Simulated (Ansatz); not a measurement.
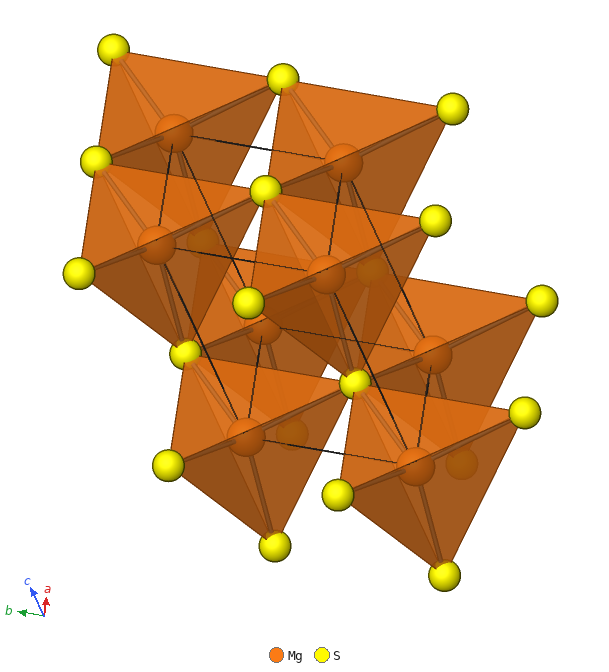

Drawn in the polyhedral manner and seen from a general direction. The edges of the simulation cell are marked. A few atoms beyond the faces are included.

The program read this input:
```yaml
crystal:
  lattice:
    - [0.0, 2.8923068663, 2.7412250929]
    - [2.8923068663, 0.0, 2.7412250929]
    - [2.8923068663, 2.8923068663, 0.0]
  atoms:
    - { symbol: Mg, position: [0.0, 0.0, 0.0] }
    - { symbol: S, position: [0.25, 0.25, 0.25] }
kpoints:
  mp_grid: { grid: [8, 8, 8] }
  band_path:
    path:
      - [0.0, 0.0, 0.0]
      - [-0.5, -0.5, 0.0]
      - [-0.375, -0.375, 0.25]
      - [-0.375, 0.0, 0.375]
      - [0.0, 0.0, 0.5]
      - [-0.5, -0.25, 0.25]
    npoints: 1
hamiltonian:
  xc: r2scan
scf:
  occupations: { method: fixed }
  n_extra_bands: 4
output:
  forces: true
  stress: true
  eigenvalues: true
```

Electronic-structure method: Ansatz, DFT, r2SCAN, plane waves, PAW. Parameters: a cutoff energy of 500 eV, k-grid 8×8×8, no spin polarisation.

Question: How large a gap does the method give, if there is one?

Answer: An insulator at this level, with a gap of 3.99 eV, direct.

Question: Would the cell expand or shrink if it could?

Answer: The computed pressure is -0.7 GPa (stretched: it would shrink).

The structure comes from a structure type filled with these elements by a generator (whether the compound takes this form wasn't checked). The cell was then strained or its atoms displaced on purpose. It went into a calculation with Ansatz.
